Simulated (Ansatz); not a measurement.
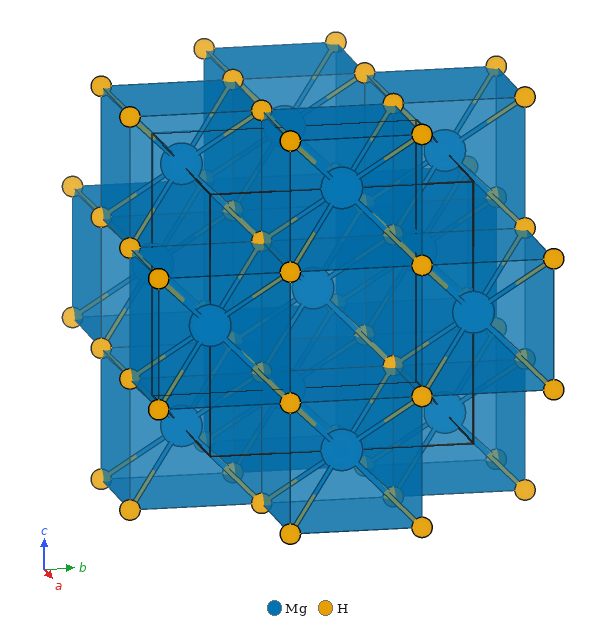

View slightly off an axis, drawn as a polyhedral model. Thin lines show the drawn cell (a repeat of the simulation cell), with boundary atoms drawn in all their periodic places. A few atoms beyond the faces are included. Cell: a = 4.76 Å, b = 4.76 Å, c = 4.76 Å, α = 90.00°, β = 90.00°, γ = 89.91°.

The initial geometry was a structure type filled with these elements by a generator (whether the compound takes this form wasn't checked). Earlier steps of the study may have refined or changed the cell and positions. It was run through Ansatz as a DFT input.

Summary of the structure:

Answer. The solid is MgH$_{2}$. Within 0.01 Å the space group is Fm-3m (No. 225), face-centred cubic: fluorite (CaF₂ type). The cell holds 12 atoms (4 Mg, 8 H), Z = 4. The polyhedra are MgH8 cubes; they share edges. Each Mg atom is coordinated by eight H in a cubic arrangement at about 2.1 Å. H is linked to four Mg in a tetrahedral arrangement at about 2.1 Å. The bonds build a three-dimensional framework.

Setup: DFT LDA, scalar-relativistic, plane waves, PAW (Ansatz); E_cut = 420 eV, k-points about 0.13 Å⁻¹ apart, Gaussian smearing of 0.1 eV, no spin polarisation.

Metal or not?

Answer. A metal: bands cross the Fermi level.

Estimate the Bader charges.

Answer. Mg +1.63 e; H -0.82 e.

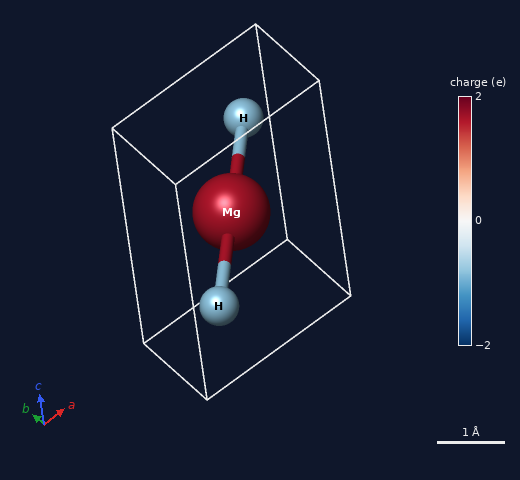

The atoms coloured by those charges. The run's cell of 3 atoms is drawn in a reduced setting, so axes and origin can differ from the first picture.

Is the structure in equilibrium?

Answer. No. All forces vanish to within 0.01 eV/Å. The pressure is -3.2 GPa, so the cell would contract.
